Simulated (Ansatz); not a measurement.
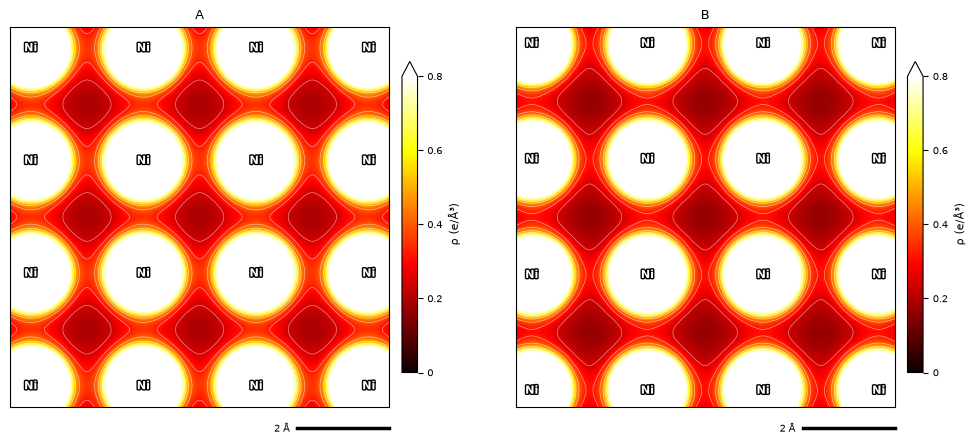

Ni. The valence electron density of two cells that differ in size, on the (110) plane of each (indices in the axes of the calculation cell), at one length scale and on one colour scale: B has 11.1 Å³ an atom and A 10.3.

Theory: Kohn-Sham DFT of a periodic cell, PBE, Ansatz PAW in Ansatz.

The density is the valence pseudo-density of a PAW calculation; it isn't the true density close to the nuclei.

The larger cell:

```
CELL_PARAMETERS angstrom
0.00000 1.77165 1.77165
1.77165 0.00000 1.77165
1.77165 1.77165 0.00000
ATOMIC_POSITIONS crystal
Ni 0.00000 0.00000 0.00000
```

The smaller cell: a = 2.441 Å, b = 2.441 Å, c = 2.441 Å, α = 60.00°, β = 60.00°, γ = 60.00°.

What does the compression do to the bonding and the properties?

Answer. From the larger cell to the smaller, Ni–Ni goes from 2.51 to 2.44 Å, and the density at its midpoint from 0.31 to 0.35 e/Å³; the pressure goes from −4.1 to 13 GPa.
